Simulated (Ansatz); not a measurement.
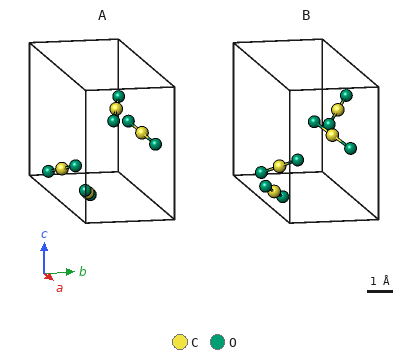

Two geometries of solid CO2 (set up in Pna2_1), drawn at one scale. One is the start of a relaxation, the other its converged end. Style: ball-and-stick. Shown: the cell of the calculation, slightly off an axis.

Computed with DFT, PBE, plane-wave PAW, default files, scalar-relativistic (Ansatz). Set-up: plane-wave cutoff 420 eV; k-point mesh 3 × 7 × 5; occupations fermi dirac; smearing width 0.01 eV; no spin polarisation; atoms relaxed in a fixed cell; force threshold 0.02 eV/Å; at most 60 steps.

Q: Which one is relaxed?

A: Structure B is the relaxed one. The largest moves, 1.04 Å, are those of O atoms. By element the largest moves are O 1.04 Å, C 0.77 Å. The lattice vectors keep their values. Among the contacts that change: C–O 1.179 → 1.170 Å. The space group stays Pna2_1 (No. 33). The energy falls by 14.4 meV per atom in 10 accepted moves (11 points after the start). The largest force component goes from 0.55 to 0.0055 eV/Å. 1 step only repeated the SCF at the same geometry. The run took 3.4 min on 1 thread of Arm Neoverse V2 (shared host), peak memory 0.52 GiB.
